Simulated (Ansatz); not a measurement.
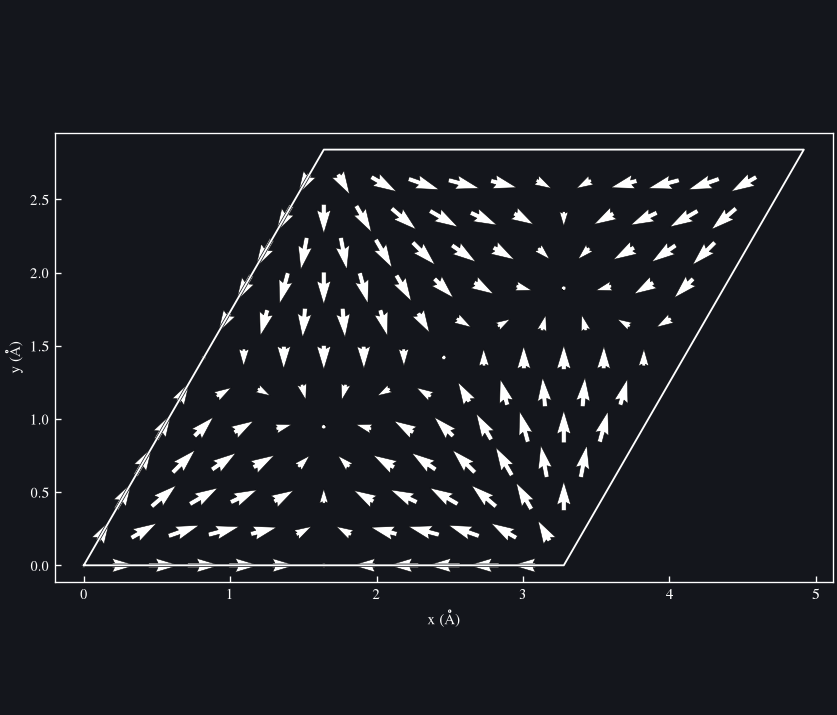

WSe2 (P-6m2, No. 187; 6 atoms in the cell). 
- Gamma surface: rigid slide across a plane, one fault a cell; the plane is (0 0 1) of the conventional cell, and the faces at the cut hold Se and Se.
- Places are given modulo a cell vector. The map is drawn in real space over the plane of the slide.
- Nothing is relaxed (rigid halves, spacing across the cut fixed).
- The scan uses a 12 × 12 grid; 19 points were computed and 125 follow by symmetry.
- The calculation used DFT PBE+D3(BJ), scalar-relativistic, plane waves, PAW in Ansatz 0.2.0. Settings: cutoff 420 eV, k-mesh 9×9×2 in the order of the run's cell vectors, gaussian smearing 0.05 eV, no spin polarisation.

The picture shows arrows along the force (downhill), their lengths compressed, the outline of one cell of the plane.

The arrows alone are given. Where are the wells?

The arrows converge at (4/12, 4/12) of the cell vectors; (8/12, 8/12) of the cell vectors (read from the interpolated surface).

The energy map of the same scan:

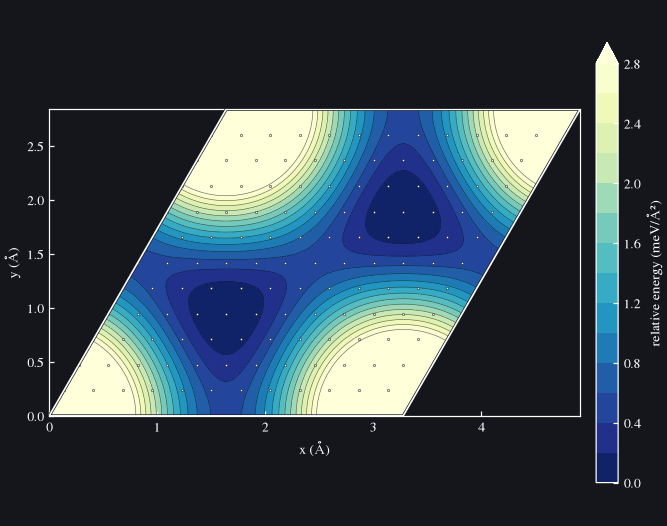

Energies are in meV/Å², from the lowest grid point; between grid points the surface is interpolated.

PAW datasets: the set soft_1.
